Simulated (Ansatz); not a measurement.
## Single-point calculation of Ga2O3 (part 2 of 2)

Continued. System: Ga2O3 (C2/m, 40 atoms in the cell). Method: DFT PBE, scalar-relativistic, plane waves, PAW, no spin polarisation (Ansatz 0.2.0); cutoff 420 eV, 2×2×2 k-mesh, Gaussian smearing of 0.01 eV. The structure derives from a Materials Project entry. It belongs to a series of runs on one base structure; here: the perfect crystal in a cell of 40 atoms.

### Output, continued
```
  k-point 1: bands = ["-10.8490", "-10.6457", "-10.3245", "-10.3015", "-10.1630", "-10.0135", "-9.9897", "-9.9214", "-9.9173", "-9.8993", "-9.8743", "-9.7369", "-9.6972", "-9.6814", "-9.6767", "-9.6135", "-9.5767", "-9.5199", "-9.5014", "-9.4488", "-9.4321", "-9.4214", "-9.4104", "-9.3858", "-5.4295", "-5.3933", "-5.3812", "-5.3695", "-5.3605", "-5.3331", "-5.3314", "-5.3306", "-5.3122", "-5.3053", "-5.3031", "-5.2831", "-5.2795", "-5.2732", "-5.2687", "-5.2652",
      "-5.2618", "-5.2577", "-5.2568", "-5.2564", "-5.2385", "-5.2273", "-5.2141", "-5.2112", "-5.2091", "-5.1957", "-5.1888", "-5.1880", "-5.1865", "-5.1812", "-5.1713", "-5.1695", "-5.1530", "-5.1476", "-5.1460", "-5.1436", "-5.1378", "-5.1331", "-5.1235", "-5.1214", "-5.1185", "-5.0992", "-5.0788", "-5.0616", "-5.0562", "-5.0558", "-5.0540", "-5.0508", "-5.0376", "-5.0339", "-5.0152", "-5.0152", "-5.0072", "-5.0059", "-5.0051", "-5.0008",
      "-4.9989", "-4.9913", "-4.9893", "-4.9709", "-4.9690", "-4.9610", "-4.9577", "-4.9471", "-4.8977", "-4.8864", "-4.8671", "-4.8194", "-4.7625", "-4.7199", "-4.6908", "-4.6701", "-4.5843", "-4.5424", "-4.4181", "-4.4092", "-4.3297", "-4.2803", "-4.2675", "-4.2571", "0.9829", "1.1832", "1.3496", "1.4254", "1.5697", "1.5807", "1.6571", "1.7883", "1.9562", "1.9610", "2.1221", "2.6962", "2.7662", "2.7848", "2.9058", "3.3728",
      "3.3973", "3.6289", "3.6400", "3.7571", "3.8680", "3.8715", "3.9341", "3.9986", "4.1856", "4.2134", "4.2669", "4.2915", "4.3148", "4.4653", "4.6349", "4.6740", "4.8254", "4.8999", "4.9561", "5.0987", "5.4579", "5.4852", "5.4860", "5.5118", "5.5144", "5.5367", "5.6158", "5.6810", "5.6943", "5.7790", "5.8320", "5.9852", "6.0604", "6.1729", "6.2266", "6.2594", "6.3098", "6.5490", "6.5626", "6.5893",
      "6.6061", "6.6126", "6.6637", "6.6945", "6.7872", "6.7998", "6.8225", "6.8631", "6.9722", "7.0914", "7.1219", "7.1457", "7.2343", "7.2748", "7.3944", "7.4688", "11.0446", "12.1691", "12.7169", "13.1104", "13.2039", "13.2941", "13.6554", "13.6947", "13.7688", "13.9906", "14.1113", "14.4341", "14.4481", "14.7252", "14.8614", "14.8952", "15.0387", "15.6342", "15.9289", "16.0480", "16.1366", "16.2984", "16.3037", "16.4943",
      "16.6928", "16.7556", "17.2275", "17.2521", "17.3574", "17.4165", "17.4987", "17.6996", "18.1823", "18.1828", "18.2006", "18.3743", "18.4587", "18.6197", "18.6329", "18.6491"]
  k-point 2: bands = ["-10.8270", "-10.5452", "-10.4188", "-10.3556", "-10.2265", "-10.0243", "-10.0081", "-9.9096", "-9.9089", "-9.8658", "-9.8115", "-9.7764", "-9.7429", "-9.6617", "-9.6418", "-9.6103", "-9.5372", "-9.5009", "-9.4938", "-9.4867", "-9.4560", "-9.4203", "-9.3947", "-9.3767", "-5.4031", "-5.4031", "-5.3948", "-5.3806", "-5.3755", "-5.3478", "-5.3395", "-5.3187", "-5.3071", "-5.3001", "-5.2956", "-5.2934", "-5.2933", "-5.2819", "-5.2817", "-5.2790",
      "-5.2630", "-5.2618", "-5.2578", "-5.2563", "-5.2480", "-5.2202", "-5.2103", "-5.2019", "-5.2010", "-5.1969", "-5.1963", "-5.1958", "-5.1893", "-5.1774", "-5.1687", "-5.1641", "-5.1587", "-5.1483", "-5.1424", "-5.1314", "-5.1279", "-5.1268", "-5.1180", "-5.1140", "-5.1133", "-5.1062", "-5.1058", "-5.0873", "-5.0800", "-5.0606", "-5.0566", "-5.0423", "-5.0358", "-5.0349", "-5.0288", "-5.0255", "-5.0173", "-5.0059", "-5.0017", "-4.9999",
      "-4.9950", "-4.9945", "-4.9926", "-4.9669", "-4.9644", "-4.9598", "-4.9557", "-4.9229", "-4.9095", "-4.8507", "-4.8368", "-4.7360", "-4.7186", "-4.6248", "-4.6041", "-4.5970", "-4.5828", "-4.5739", "-4.4495", "-4.4334", "-4.4331", "-4.3860", "-4.3303", "-4.2347", "1.1132", "1.1490", "1.2651", "1.5219", "1.5362", "1.5824", "1.6480", "1.7068", "1.8656", "2.0484", "2.1335", "2.6425", "2.7759", "2.7981", "3.0941", "3.1809",
      "3.2123", "3.3383", "3.4874", "3.6485", "3.7682", "3.9781", "4.0261", "4.1368", "4.2817", "4.2825", "4.3170", "4.4411", "4.5399", "4.7350", "4.7505", "4.8485", "4.9400", "4.9519", "4.9725", "5.1274", "5.1966", "5.2498", "5.2554", "5.3071", "5.3778", "5.4185", "5.4534", "5.7268", "5.7614", "5.8576", "6.0313", "6.0882", "6.1677", "6.2717", "6.2833", "6.3111", "6.3960", "6.4361", "6.4801", "6.5314",
      "6.5463", "6.6003", "6.7150", "6.7158", "6.7672", "6.8191", "6.8571", "6.8730", "6.9939", "7.0379", "7.0580", "7.0915", "7.0959", "7.3940", "7.4410", "7.4804", "11.3714", "12.2386", "12.7468", "12.7648", "12.8441", "13.5308", "13.6090", "13.7640", "13.9648", "14.0390", "14.1403", "14.3665", "14.3676", "14.8496", "14.9320", "15.0011", "15.2810", "15.5319", "15.5537", "15.5677", "16.0803", "16.1119", "16.2706", "16.4945",
      "16.5454", "16.8774", "16.9950", "17.0853", "17.2838", "17.4089", "17.4316", "17.4787", "17.8986", "17.9368", "18.1985", "18.2147", "18.3819", "18.6531", "18.8800", "18.8847"]
  k-point 3: bands = ["-10.7923", "-10.6482", "-10.3975", "-10.3484", "-10.1200", "-10.0255", "-9.9793", "-9.9732", "-9.9091", "-9.8598", "-9.8114", "-9.7565", "-9.7380", "-9.7032", "-9.6984", "-9.6320", "-9.5512", "-9.4882", "-9.4660", "-9.4626", "-9.4586", "-9.4178", "-9.4105", "-9.3527", "-5.4089", "-5.3931", "-5.3801", "-5.3777", "-5.3756", "-5.3594", "-5.3342", "-5.3268", "-5.3170", "-5.3042", "-5.2985", "-5.2902", "-5.2897", "-5.2885", "-5.2804", "-5.2728",
      "-5.2713", "-5.2666", "-5.2651", "-5.2579", "-5.2537", "-5.2178", "-5.2154", "-5.2124", "-5.2002", "-5.1989", "-5.1915", "-5.1858", "-5.1809", "-5.1685", "-5.1671", "-5.1636", "-5.1538", "-5.1462", "-5.1420", "-5.1393", "-5.1362", "-5.1335", "-5.1299", "-5.1106", "-5.1074", "-5.1049", "-5.0916", "-5.0877", "-5.0660", "-5.0557", "-5.0464", "-5.0451", "-5.0439", "-5.0387", "-5.0370", "-5.0194", "-5.0188", "-5.0051", "-5.0022", "-4.9961",
      "-4.9928", "-4.9848", "-4.9829", "-4.9805", "-4.9680", "-4.9607", "-4.9553", "-4.9255", "-4.8665", "-4.8654", "-4.7941", "-4.7594", "-4.7041", "-4.6907", "-4.6692", "-4.6300", "-4.5738", "-4.5246", "-4.4867", "-4.4282", "-4.4011", "-4.3608", "-4.3159", "-4.2327", "0.9440", "1.1931", "1.3008", "1.3826", "1.6834", "1.7096", "1.8445", "1.8613", "1.8753", "1.9347", "2.2099", "2.2536", "2.6543", "2.8048", "3.0718", "3.0819",
      "3.2189", "3.2837", "3.4823", "3.7621", "3.9027", "3.9984", "4.1410", "4.1774", "4.2668", "4.3039", "4.3804", "4.3969", "4.5335", "4.6498", "4.7161", "4.7296", "4.8695", "4.9589", "4.9706", "5.0730", "5.2133", "5.3225", "5.4322", "5.4542", "5.4650", "5.5663", "5.5923", "5.6169", "5.6554", "5.7582", "5.8555", "6.0435", "6.0707", "6.0879", "6.2872", "6.3337", "6.4086", "6.4148", "6.4965", "6.5020",
      "6.5977", "6.6462", "6.6817", "6.7510", "6.7812", "6.8835", "6.8919", "6.9674", "6.9917", "7.0115", "7.0117", "7.0470", "7.1169", "7.4360", "7.4435", "7.4978", "11.2913", "12.3180", "12.8035", "12.8678", "12.9951", "13.3315", "13.5009", "13.6953", "13.8297", "13.9826", "14.0595", "14.2907", "14.7370", "14.8049", "14.8221", "14.9443", "15.0529", "15.5161", "15.7952", "15.8346", "16.2142", "16.2597", "16.2635", "16.5105",
      "16.6667", "16.8461", "16.8719", "16.9404", "17.2500", "17.2636", "17.3482", "17.4326", "17.9384", "18.0182", "18.0848", "18.3583", "18.4080", "18.7000", "18.8251", "18.8842"]
```

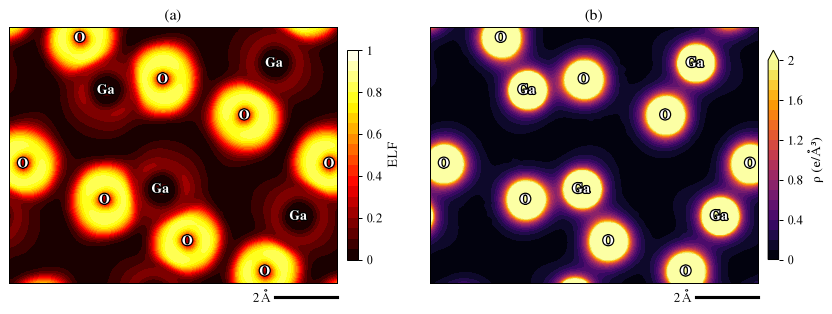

Figure 1. (a) electron localisation function; (b) valence charge density (pseudo) on the (111) plane of the calculation cell. The section cuts through Ga and O sites. Ga–O (1.86 Å): the density is about 0.8 e/Å³ at the midpoint; the ELF is about 0.40 at the midpoint. Ga–O (1.97 Å): the density is about 0.62 e/Å³ at the midpoint; the ELF is about 0.35 at the midpoint. Ga–O (2.11 Å): ρ is about 0.47 e/Å³ halfway; the ELF is about 0.25 at the midpoint. Away from the nuclei the density in this plane falls to 0.02 e/Å³ at its lowest. Core electrons are frozen (PAW), so the fields are smoothed inside the atomic spheres.

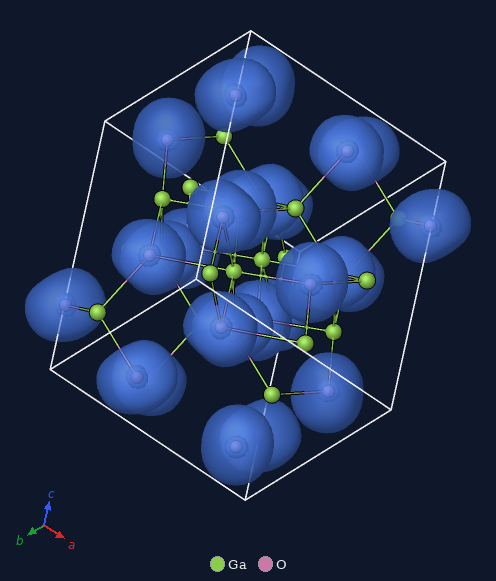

Figure 2. Isosurface of the ELF at 0.6 (blue), seen at an oblique angle. Only the valence region is drawn (cores and ρ < 0.01 e/Å³ removed). Sticks mark near contacts. The outline is the calculation cell. Values along the shortest contacts: Ga–O (1.86 Å): the ELF is about 0.40 at the midpoint. Ga–O (1.97 Å): the ELF is about 0.35 at the midpoint.

### Results in brief

```csv
quantity,value
outcome,converged
space group (tolerance 0.01 Å),C2/m (12)
electrons treated,352
free energy,−74160.4897 eV
Fermi energy,8.997 eV
gap on the k-point mesh,2.96 eV
pressure,0.03 GPa
largest force (length of the vector),0.002 eV/Å
wall time,48 s (CPU time 1.8 min)
peak memory,1.9 GiB
```
